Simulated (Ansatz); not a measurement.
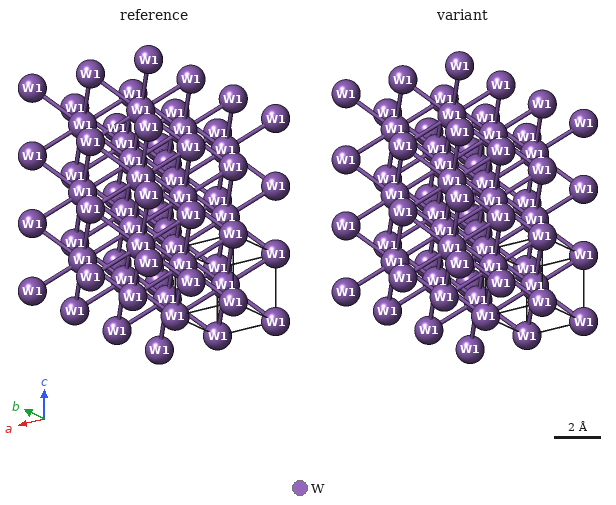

Left: solid W (set up in Im-3m) in its unrelaxed database cell. Right: the same structure after one change, at the same scale. A ball-and-stick model of the conventional cell (2 times the calculation's cell), repeated 2 × 3 × 3 with one cell outlined, seen from a free direction. Lengths and directions refer to the drawn axes.

These are results of DFT r2SCAN, scalar-relativistic, plane waves, PAW (Ansatz 0.2.0), not measurements. (plane-wave cutoff 500 eV; k-point mesh 18 × 18 × 18; occupations gaussian; smearing width 0.1 eV; no spin polarisation)

> What was changed?

All lengths are scaled by −2.4 % (volume −6.9 %), the atoms keeping their fractional coordinates. No relaxation follows.

> How do the computed properties respond?

Energy change: +95.6 meV per atom. Pressure: 1.1 GPa before, 28.5 GPa after. All forces vanish by symmetry. It is metallic before and after. Some distances before and after: W–W 2.741 → 2.676 Å. The space group stays Im-3m (No. 229).
